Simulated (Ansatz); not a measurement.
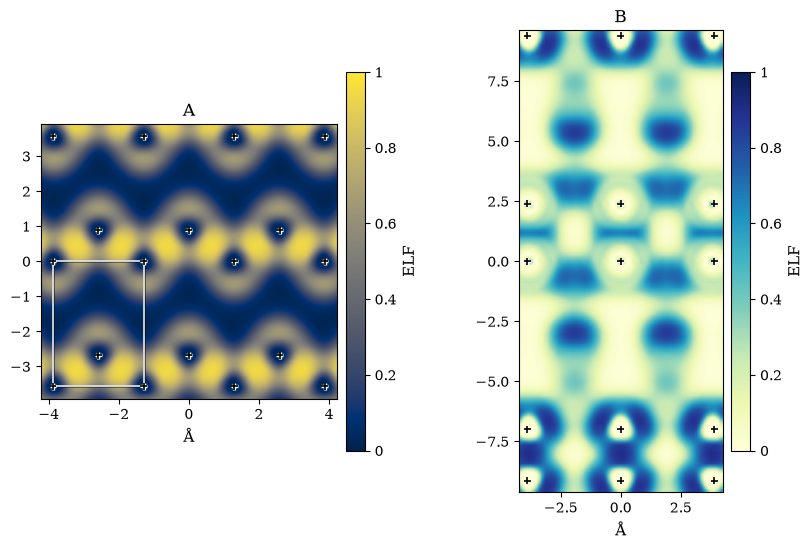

The ELF of 2 systems, each on a plane through atoms (crosses mark nuclei in the plane).

Level of theory: Ansatz 0.2.0, DFT LDA, scalar-relativistic, plane waves, PAW.

System 1: C, the (100) plane of the conventional cell. Space group I4₁/amd; changed on purpose from its base cell (strain +0.0250 x Voigt [1, 1, 0, 0, 0, 0], atoms carried along); computed pressure about −32 GPa in this cell.

System 2: GaP, the (010) plane of the conventional cell. Space group R-3m; a structure from a database of computed crystals, not necessarily the ambient phase; changed on purpose from its base cell (strain +0.000 along x and y, -0.040 along z, atoms carried along); not relaxed (largest force 0.9 eV/Å).

```yaml
crystal:
  lattice:
    - [3.88603, 0.00000, 0.00000]
    - [-1.94302, 3.36540, 0.00000]
    - [0.00000, 0.00000, 18.52073]
  atoms:
    - { symbol: Ga, position: [0.33333, 0.66667, 0.10204] }
    - { symbol: Ga, position: [0.00000, 0.00000, 0.43537] }
    - { symbol: Ga, position: [0.66667, 0.33333, 0.76871] }
    - { symbol: Ga, position: [0.33333, 0.66667, 0.23129] }
    - { symbol: Ga, position: [0.00000, 0.00000, 0.56463] }
    - { symbol: Ga, position: [0.66667, 0.33333, 0.89796] }
    - { symbol: P, position: [0.00000, 0.00000, 0.05739] }
    - { symbol: P, position: [0.66667, 0.33333, 0.39072] }
    - { symbol: P, position: [0.33333, 0.66667, 0.72406] }
    - { symbol: P, position: [0.66667, 0.33333, 0.27594] }
    - { symbol: P, position: [0.33333, 0.66667, 0.60928] }
    - { symbol: P, position: [0.00000, 0.00000, 0.94261] }
```

Which map belongs to which system?

Answer. Panel A is system 1, C: the plane holds C. C–C (1.57 Å): the ELF peaks at about 0.95 between the atoms: a covalent bond. Panel B is system 2, GaP: the plane holds Ga and P. P–P (2.13 Å): the ELF peaks at about 0.90 between the atoms (localised, covalent bonding).
